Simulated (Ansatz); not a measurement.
# Geometry relaxation of C (part 2 of 2)

Continued. System: C (R-3m, 4 atoms in the cell). Method: DFT PBE+D3(BJ), scalar-relativistic, plane waves, PAW, no spin polarisation (Ansatz 0.2.0); cutoff 420 eV, 18×18×18 k-mesh, Gaussian smearing of 0.1 eV. The structure derives from an entry of the Crystallography Open Database.

Geometry of the input (Å; fractional positions):
```
1.2300  0.7101  11.1500
-1.2300  0.7101  11.1500
0.0000  -1.4203  11.1500
C  0.0500  0.0500  0.0500
C  0.9500  0.9500  0.9500
C  0.2830  0.2830  0.2830
C  0.7170  0.7170  0.7170
```

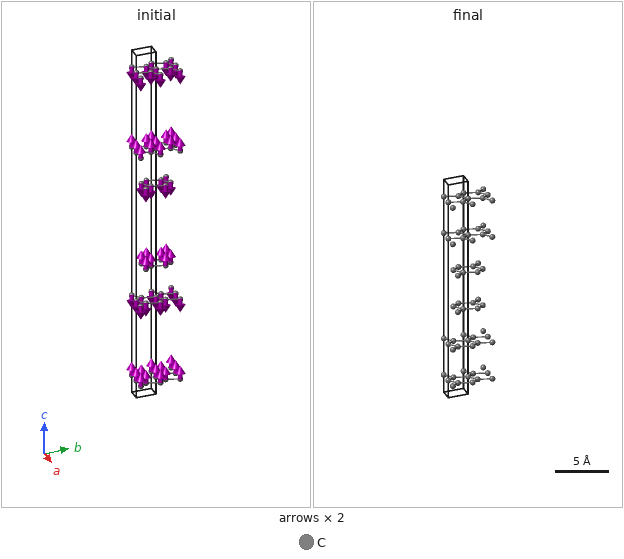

*Before (left) and after (right) the relaxation, at one scale (ball-and-stick view of the cell 3 times as large as that of the calculation, set on its symmetry axes, repeated 2 × 2 × 1, seen slightly off an axis). The pink arrows give the displacements (without the part carried along by the change of the cell), magnified 2 times.*

Over 19 geometry steps the energy falls by 24.6 meV per atom. The largest force component goes from 0.19 to 0.00015 eV/Å. The pressure goes from 1.14 to −0.02 GPa. The line search rejected the trial step at point 17 (counted from 0) and went back. The basis was re-selected 4 times at an unchanged geometry, which shifts the energy a little without any move. The largest moves relative to the cell, 0.65 Å, are those of C1 and C2. Cell: a = b 2.460 → 2.465 Å (+0.2 %), c 33.450 → 20.804 Å (−37.8 %). Volume −37.6 %. The space group stays R-3m (No. 166). The energy change given includes the shifts at the re-selections in mid-walk, which come without any move. A last SCF at the same geometry on a re-selected plane-wave basis shifts the energy by +0.1 meV per atom. (Atoms are counted from 1 in the order of the input.)

```
basis re-selected at this cell: Δ(F+E_penalty+E_count) = +4.707e-4 eV, ΔP = -0.010 GPa vs the last step (what re-selecting the basis moved, of the pressure what is left beyond the Pulay correction that the steps carried, after the strain that the cell walked since its last selection, with what the two solves' SCF thresholds leave and, on support functions, any second-order correction that the steps lacked; it is no measure of the basis error at this ecutwfc). This SCF's stress stands 2.85e-2 GPa from its target on what of the cell is left free (relax.cell.stress_tol is 5.00e-2 GPa) and its largest allowed force component is 1.49e-4 eV/Å (relax.f_tol is 5.00e-3 eV/Å): within both
SCF converged after 5 iterations
Free energy (F): -1004.323246 eV
Harris-Foulkes:  -1004.323246 eV  (|F-HF|=2.18e-11)
Internal energy: -1004.323093 eV  (E = F + TS)
E sigma→0 (E₀):  -1004.323170 eV
Entropy (-TS):   -0.000153 eV (-0.038 meV/atom)
Fermi energy:    6.628349 eV
--- Per-component energies (eV) ---
  E_band       = -40.018185
  E_kinetic    = 363.773133
  E_local      = -649.147386  (includes V_loc(G=0)·N_el)
  E_nonlocal   = 109.224572
  E_hartree    = 200.574961
  E_xc         = -192.056070
  E_vxc        = -237.793871  (∫ρ·V_xc dr)
  E_paw        = -397.384621  (= ΣΔE_a)
  E_vpaw       = -27.224564  (= ΣTr[D̂ρ^β])
  E_aug_tail   = 0.000031  (compensation charges beyond the density's cutoff)
  E_ewald      = -438.706148
  E_disp       = -0.601563  (pairwise vdW)
  E_smearing   = -0.000153  (= −TS)
  E_closure    = 0.000000  (closes the sum)
  Σ components = -1004.323246   (vs F -1004.323246, Δ=0.00e0)
--- Forces (eV/Å), atoms counted from 1 ---
  atom   1  C      0.00000000    -0.00000000    -0.00012715
  atom   2  C      0.00000000     0.00000000     0.00012715
  atom   3  C      0.00000000    -0.00000000    -0.00014936
  atom   4  C      0.00000000     0.00000000     0.00014936
  max |Σ_I F_I| component: 0.00e0 eV/Å
--- Stress (GPa, compression-positive) ---
       -0.017719       0.000000      -0.000000
        0.000000      -0.017719       0.000000
       -0.000000       0.000000      -0.028474
  P = ⅓ Tr σ = -0.0213 GPa (-0.213 kbar)
--- Band table (eV; the first three rows and the last of 580) ---
  k-point 0: bands = ["-12.9982", "-12.7611", "-1.7668", "-0.0916", "3.6117", "3.6117", "3.6131", "3.6131", "10.6630", "14.9869", "14.9869", "14.9953"]
  k-point 1: bands = ["-12.9245", "-12.6890", "-1.6764", "-0.0087", "3.3101", "3.3185", "3.4529", "3.4584", "10.7568", "15.0274", "15.0306", "15.3006"]
  k-point 2: bands = ["-12.7039", "-12.4727", "-1.4058", "0.2389", "2.4859", "2.5045", "3.0343", "3.0438", "11.0386", "15.0575", "15.0778", "16.1866"]
  k-point 579: bands = ["-12.9069", "-12.8585", "-1.1131", "-0.8951", "3.6043", "3.6043", "3.6215", "3.6215", "12.8299", "13.3042", "14.9640", "14.9640"]
--- Relaxed structure (20 steps of the walk, 19 accepted, 5 SCFs on fresh bases) ---
  F+E_penalty+E_count = -1004.32324597 eV   max|allowed force component| = 1.494e-4 eV/Å   (the final SCF, on the basis selected at the relaxed cell)
  cell:  # Å, volume = 36.4877 Å³
    - [1.2324394248507429, 0.7115492336871169, 6.9346591406120845]
    - [-1.2324394248507429, 0.7115492336871169, 6.9346591406120845]
    - [-1.826491611643268e-32, -1.4230984674053295, 6.934659140608893]
  atoms:
    - { symbol: C, position: [0.0811523475236253, 0.0811523475236253, 0.08115234752362543] }
    - { symbol: C, position: [0.9188476524763747, 0.9188476524763747, 0.9188476524763747] }
    - { symbol: C, position: [0.2521616088190219, 0.2521616088190219, 0.2521616088190217] }
    - { symbol: C, position: [0.7478383911809782, 0.7478383911809782, 0.7478383911809784] }
```

Trajectory as extended XYZ (Å, eV, eV/Å), 25 frames, from step=1 to step=25:
```
4
Lattice="1.2300 0.7101 11.1500 -1.2300 0.7101 11.1500 0.0000 -1.4203 11.1500" Properties=species:S:1:pos:R:3:forces:R:3 step=1 energy=-1004.22540 pressure_GPa=1.14
C     0.0000    0.0000    1.6725    0.0000   0.0000   0.1852
C     0.0000    0.0000   31.7775    0.0000   0.0000  -0.1852
C     0.0000    0.0000    9.4664    0.0000   0.0000   0.1692
C     0.0000    0.0000   23.9837    0.0000   0.0000  -0.1692
4
Lattice="1.2320 0.7113 11.1468 -1.2320 0.7113 11.1468 0.0000 -1.4225 11.1468" Properties=species:S:1:pos:R:3:forces:R:3 step=2 energy=-1004.22718 pressure_GPa=0.19
C     0.0000    0.0000    1.7588    0.0000   0.0000  -0.0575
C     0.0000    0.0000   31.6817    0.0000   0.0000   0.0575
C     0.0000    0.0000    9.3904    0.0000   0.0000  -0.0335
C     0.0000    0.0000   24.0501    0.0000   0.0000   0.0335
4
Lattice="1.2323 0.7115 11.1063 -1.2323 0.7115 11.1063 0.0000 -1.4230 11.1063" Properties=species:S:1:pos:R:3:forces:R:3 step=3 energy=-1004.22927 pressure_GPa=0.11
C     0.0000    0.0000    1.7074    0.0000   0.0000  -0.0229
C     0.0000    0.0000   31.6114    0.0000   0.0000   0.0229
C     0.0000    0.0000    9.3998    0.0000   0.0000  -0.0229
C     0.0000    0.0000   23.9190    0.0000   0.0000   0.0229
4
Lattice="1.2326 0.7116 11.0795 -1.2326 0.7116 11.0795 0.0000 -1.4232 11.0795" Properties=species:S:1:pos:R:3:forces:R:3 step=4 energy=-1004.22969 pressure_GPa=0.02
C     0.0000    0.0000    1.7023    0.0000   0.0000  -0.0064
C     0.0000    0.0000   31.5361    0.0000   0.0000   0.0064
C     0.0000    0.0000    9.3772    0.0000   0.0000  -0.0079
C     0.0000    0.0000   23.8612    0.0000   0.0000   0.0079
4
Lattice="1.2327 0.7117 10.8623 -1.2327 0.7117 10.8623 0.0000 -1.4234 10.8623" Properties=species:S:1:pos:R:3:forces:R:3 step=5 energy=-1004.23263 pressure_GPa=0.02
C     0.0000    0.0000    1.6951    0.0000   0.0000   0.0034
C     0.0000    0.0000   30.8919    0.0000   0.0000  -0.0034
C     0.0000    0.0000    9.1667    0.0000   0.0000  -0.0031
C     0.0000    0.0000   23.4203    0.0000   0.0000   0.0031
4
Lattice="1.2327 0.7117 10.7462 -1.2327 0.7117 10.7462 0.0000 -1.4234 10.7462" Properties=species:S:1:pos:R:3:forces:R:3 step=6 energy=-1004.23411 pressure_GPa=0.01
C     0.0000    0.0000    1.7049    0.0000   0.0000   0.0035
C     0.0000    0.0000   30.5337    0.0000   0.0000  -0.0035
C     0.0000    0.0000    9.0407    0.0000   0.0000   0.0025
C     0.0000    0.0000   23.1980    0.0000   0.0000  -0.0025
4
Lattice="1.2328 0.7117 10.7073 -1.2328 0.7117 10.7073 0.0000 -1.4235 10.7073" Properties=species:S:1:pos:R:3:forces:R:3 step=7 energy=-1004.23455 pressure_GPa=-0.00
C     0.0000    0.0000    1.7068    0.0000   0.0000   0.0002
C     0.0000    0.0000   30.4152    0.0000   0.0000  -0.0002
C     0.0000    0.0000    9.0001    0.0000   0.0000   0.0001
C     0.0000    0.0000   23.1219    0.0000   0.0000  -0.0001
4
Lattice="1.2328 0.7117 10.7073 -1.2328 0.7117 10.7073 0.0000 -1.4235 10.7073" Properties=species:S:1:pos:R:3:forces:R:3 step=8 energy=-1004.23101 pressure_GPa=-0.10
C     0.0000    0.0000    1.7068    0.0000   0.0000   0.0001
C     0.0000    0.0000   30.4152    0.0000   0.0000  -0.0001
C     0.0000    0.0000    9.0001    0.0000   0.0000   0.0001
C     0.0000    0.0000   23.1219    0.0000   0.0000  -0.0001
4
Lattice="1.2328 0.7118 10.1646 -1.2328 0.7118 10.1646 0.0000 -1.4235 10.1646" Properties=species:S:1:pos:R:3:forces:R:3 step=9 energy=-1004.23894 pressure_GPa=-0.05
C     0.0000    0.0000    1.7062    0.0000   0.0000  -0.0013
C     0.0000    0.0000   28.7876    0.0000   0.0000   0.0013
C     0.0000    0.0000    8.4581    0.0000   0.0000  -0.0036
C     0.0000    0.0000   22.0357    0.0000   0.0000   0.0036
4
Lattice="1.2327 0.7117 9.9671 -1.2327 0.7117 9.9671 0.0000 -1.4234 9.9671" Properties=species:S:1:pos:R:3:forces:R:3 step=10 energy=-1004.24137 pressure_GPa=-0.03
C     0.0000    0.0000    1.7091    0.0000   0.0000   0.0032
C     0.0000    0.0000   28.1922    0.0000   0.0000  -0.0032
C     0.0000    0.0000    8.2574    0.0000   0.0000   0.0018
C     0.0000    0.0000   21.6440    0.0000   0.0000  -0.0018
4
Lattice="1.2327 0.7117 9.7408 -1.2327 0.7117 9.7408 0.0000 -1.4234 9.7408" Properties=species:S:1:pos:R:3:forces:R:3 step=11 energy=-1004.24412 pressure_GPa=-0.04
C     0.0000    0.0000    1.7086    0.0000   0.0000   0.0034
C     0.0000    0.0000   27.5137    0.0000   0.0000  -0.0034
C     0.0000    0.0000    8.0316    0.0000   0.0000   0.0004
C     0.0000    0.0000   21.1908    0.0000   0.0000  -0.0004
4
Lattice="1.2327 0.7117 9.7408 -1.2327 0.7117 9.7408 0.0000 -1.4234 9.7408" Properties=species:S:1:pos:R:3:forces:R:3 step=12 energy=-1004.23796 pressure_GPa=-0.11
C     0.0000    0.0000    1.7086    0.0000   0.0000   0.0034
C     0.0000    0.0000   27.5137    0.0000   0.0000  -0.0034
C     0.0000    0.0000    8.0316    0.0000   0.0000   0.0001
C     0.0000    0.0000   21.1908    0.0000   0.0000  -0.0001
4
Lattice="1.2326 0.7116 9.2096 -1.2326 0.7116 9.2096 0.0000 -1.4233 9.2096" Properties=species:S:1:pos:R:3:forces:R:3 step=13 energy=-1004.24839 pressure_GPa=0.14
C     0.0000    0.0000    1.6766    0.0000   0.0000   0.0030
C     0.0000    0.0000   25.9523    0.0000   0.0000  -0.0030
C     0.0000    0.0000    7.5332    0.0000   0.0000  -0.0250
C     0.0000    0.0000   20.0957    0.0000   0.0000   0.0250
4
Lattice="1.2328 0.7118 8.7228 -1.2328 0.7118 8.7228 0.0000 -1.4236 8.7228" Properties=species:S:1:pos:R:3:forces:R:3 step=14 energy=-1004.26029 pressure_GPa=-0.02
C     0.0000    0.0000    1.7007    0.0000   0.0000   0.0241
C     0.0000    0.0000   24.4677    0.0000   0.0000  -0.0241
C     0.0000    0.0000    7.0207    0.0000   0.0000   0.0049
C     0.0000    0.0000   19.1477    0.0000   0.0000  -0.0049
4
Lattice="1.2329 0.7118 8.1785 -1.2329 0.7118 8.1785 0.0000 -1.4236 8.1785" Properties=species:S:1:pos:R:3:forces:R:3 step=15 energy=-1004.27713 pressure_GPa=-0.09
C     0.0000    0.0000    1.6983    0.0000   0.0000   0.0229
C     0.0000    0.0000   22.8372    0.0000   0.0000  -0.0229
C     0.0000    0.0000    6.4794    0.0000   0.0000  -0.0102
C     0.0000    0.0000   18.0562    0.0000   0.0000   0.0102
4
Lattice="1.2329 0.7118 7.6347 -1.2329 0.7118 7.6347 0.0000 -1.4236 7.6347" Properties=species:S:1:pos:R:3:forces:R:3 step=16 energy=-1004.30064 pressure_GPa=-0.14
C     0.0000    0.0000    1.6845    0.0000   0.0000   0.0365
C     0.0000    0.0000   21.2196    0.0000   0.0000  -0.0365
C     0.0000    0.0000    5.9491    0.0000   0.0000  -0.0186
C     0.0000    0.0000   16.9550    0.0000   0.0000   0.0186
4
Lattice="1.2329 0.7118 7.0911 -1.2329 0.7118 7.0911 0.0000 -1.4236 7.0911" Properties=species:S:1:pos:R:3:forces:R:3 step=17 energy=-1004.32581 pressure_GPa=-0.04
C     0.0000    0.0000    1.6608    0.0000   0.0000   0.0419
C     0.0000    0.0000   19.6125    0.0000   0.0000  -0.0419
C     0.0000    0.0000    5.4290    0.0000   0.0000  -0.0180
C     0.0000    0.0000   15.8443    0.0000   0.0000   0.0180
4
Lattice="1.2326 0.7117 6.7444 -1.2326 0.7117 6.7444 0.0000 -1.4233 6.7444" Properties=species:S:1:pos:R:3:forces:R:3 step=18 energy=-1004.32356 pressure_GPa=0.51 accepted=F
C     0.0000    0.0000    1.6955    0.0000   0.0000  -0.0567
C     0.0000    0.0000   18.5376    0.0000   0.0000   0.0567
C     0.0000    0.0000    5.0490    0.0000   0.0000   0.0406
C     0.0000    0.0000   15.1841    0.0000   0.0000  -0.0406
4
Lattice="1.2302 0.7102 7.0931 -1.2302 0.7102 7.0931 0.0000 -1.4205 7.0931" Properties=species:S:1:pos:R:3:forces:R:3 step=19 energy=-1004.32846 pressure_GPa=1.73
C     0.0000    0.0000    1.7100    0.0000   0.0000  -0.0033
C     0.0000    0.0000   19.5692    0.0000   0.0000   0.0033
C     0.0000    0.0000    5.3834    0.0000   0.0000  -0.0176
C     0.0000    0.0000   15.8958    0.0000   0.0000   0.0176
4
Lattice="1.2327 0.7117 7.0626 -1.2327 0.7117 7.0626 0.0000 -1.4234 7.0626" Properties=species:S:1:pos:R:3:forces:R:3 step=20 energy=-1004.33011 pressure_GPa=0.01
C     0.0000    0.0000    1.7129    0.0000   0.0000   0.0028
C     0.0000    0.0000   19.4749    0.0000   0.0000  -0.0028
C     0.0000    0.0000    5.3493    0.0000   0.0000  -0.0027
C     0.0000    0.0000   15.8384    0.0000   0.0000   0.0027
4
Lattice="1.2327 0.7117 7.0626 -1.2327 0.7117 7.0626 0.0000 -1.4234 7.0626" Properties=species:S:1:pos:R:3:forces:R:3 step=21 energy=-1004.32199 pressure_GPa=-0.33
C     0.0000    0.0000    1.7129    0.0000   0.0000   0.0026
C     0.0000    0.0000   19.4749    0.0000   0.0000  -0.0026
C     0.0000    0.0000    5.3493    0.0000   0.0000  -0.0027
C     0.0000    0.0000   15.8384    0.0000   0.0000   0.0027
4
Lattice="1.2325 0.7116 6.9585 -1.2325 0.7116 6.9585 0.0000 -1.4232 6.9585" Properties=species:S:1:pos:R:3:forces:R:3 step=22 energy=-1004.32504 pressure_GPa=-0.00
C     0.0000    0.0000    1.6945    0.0000   0.0000   0.0009
C     0.0000    0.0000   19.1810    0.0000   0.0000  -0.0009
C     0.0000    0.0000    5.2635    0.0000   0.0000   0.0016
C     0.0000    0.0000   15.6121    0.0000   0.0000  -0.0016
4
Lattice="1.2325 0.7116 6.9585 -1.2325 0.7116 6.9585 0.0000 -1.4232 6.9585" Properties=species:S:1:pos:R:3:forces:R:3 step=23 energy=-1004.32319 pressure_GPa=-0.08
C     0.0000    0.0000    1.6945    0.0000   0.0000   0.0010
C     0.0000    0.0000   19.1810    0.0000   0.0000  -0.0010
C     0.0000    0.0000    5.2635    0.0000   0.0000   0.0016
C     0.0000    0.0000   15.6121    0.0000   0.0000  -0.0016
4
Lattice="1.2324 0.7115 6.9347 -1.2324 0.7115 6.9347 0.0000 -1.4231 6.9347" Properties=species:S:1:pos:R:3:forces:R:3 step=24 energy=-1004.32372 pressure_GPa=-0.01
C     0.0000    0.0000    1.6883    0.0000   0.0000  -0.0001
C     0.0000    0.0000   19.1157    0.0000   0.0000   0.0001
C     0.0000    0.0000    5.2460    0.0000   0.0000  -0.0002
C     0.0000    0.0000   15.5580    0.0000   0.0000   0.0002
4
Lattice="1.2324 0.7115 6.9347 -1.2324 0.7115 6.9347 0.0000 -1.4231 6.9347" Properties=species:S:1:pos:R:3:forces:R:3 step=25 energy=-1004.32325 pressure_GPa=-0.02
C     0.0000    0.0000    1.6883    0.0000   0.0000  -0.0001
C     0.0000    0.0000   19.1157    0.0000   0.0000   0.0001
C     0.0000    0.0000    5.2460    0.0000   0.0000  -0.0001
C     0.0000    0.0000   15.5580    0.0000   0.0000   0.0001
```

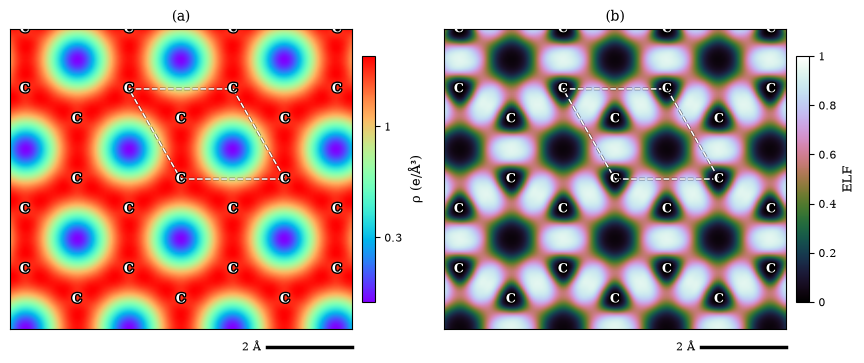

*(a) valence charge density (pseudo); (b) electron localisation function on the (001) plane of the conventional cell.*

C–C (1.42 Å): ρ at the midpoint is about 2 e/Å³; the ELF peaks at about 0.95 between the atoms (a shared electron pair). Away from the nuclei the density in this plane falls to 0.15 e/Å³ at its lowest. The fields are those of the smooth PAW valence density.

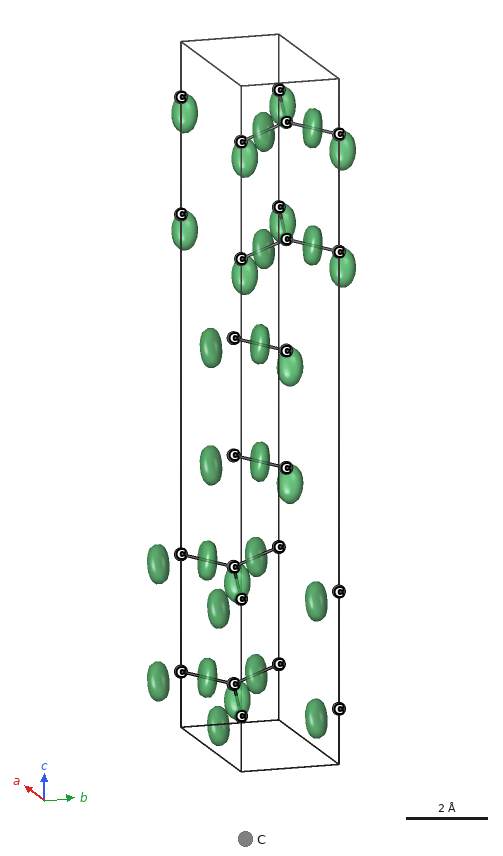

*Isosurface of the electron localisation function at 0.85 (green), seen at an oblique angle. Core shells and regions of very low density are left out. Sticks mark near contacts. The outline is the cell set on symmetry axes.*

The ELF exceeds this value in 18 regions between bonded C–C atoms (shared pairs), counted in one cell of 12 atoms.  Values along the shortest contacts:

Key numbers:

```tsv
quantity	value
outcome	converged
space group (tolerance 0.01 Å)	R-3m (166)
electrons treated	16
free energy	−1004.3232 eV
Fermi energy	6.628 eV
gap on the k-point mesh	0.25 eV
pressure	−0.02 GPa
final volume	36.49 Å³
largest force (length of the vector) at the end	under 0.001 eV/Å
final cell	a = 7.079 Å, b = 7.079 Å, c = 7.079 Å, α = 20.05°, β = 20.05°, γ = 20.05°
hardware	2 threads of Intel Xeon @ 2.50GHz (Skylake/Cascade Lake), 32 GiB of memory available, shared host
wall time	7 min (CPU time 14 min)
peak memory	0.74 GiB
```
